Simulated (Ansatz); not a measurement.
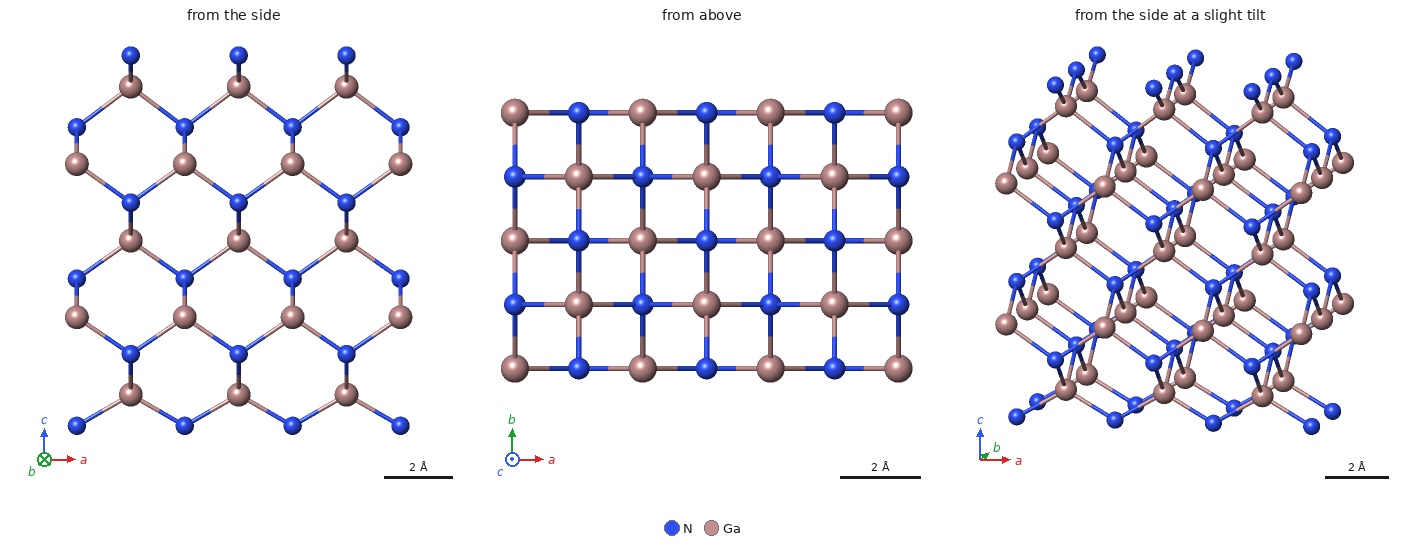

A ball-and-stick picture of a periodic slab, seen from the side, from above and from the side at a slight tilt. The surface normal points up in side views; the vacuum is left out. 3×2 cells are drawn in the plane, with atoms at the edges repeated.

The cell holds 5 Ga, 6 N. The slab was cut from bulk GaN (F-43m).

How is each face terminated?

Answer. The top face ends in N, the bottom face in N. The two faces are alike.

What is the slab's thickness, atom centre to atom centre?

Answer. About 11 Å from the lowest to the highest atom.

State the number of planes and their content from above.

Answer. Eleven planes: N / Ga / N / Ga / N / Ga / N / Ga / N / Ga / N.

Along which plane was the crystal cut?

Answer. (1 0 0).

The structure comes from a structure listed in the Materials Project, from which a slab was cut. The atoms were relaxed in a fixed cell with DFT PBE, scalar-relativistic, plane waves, PAW (Ansatz 0.2.0).
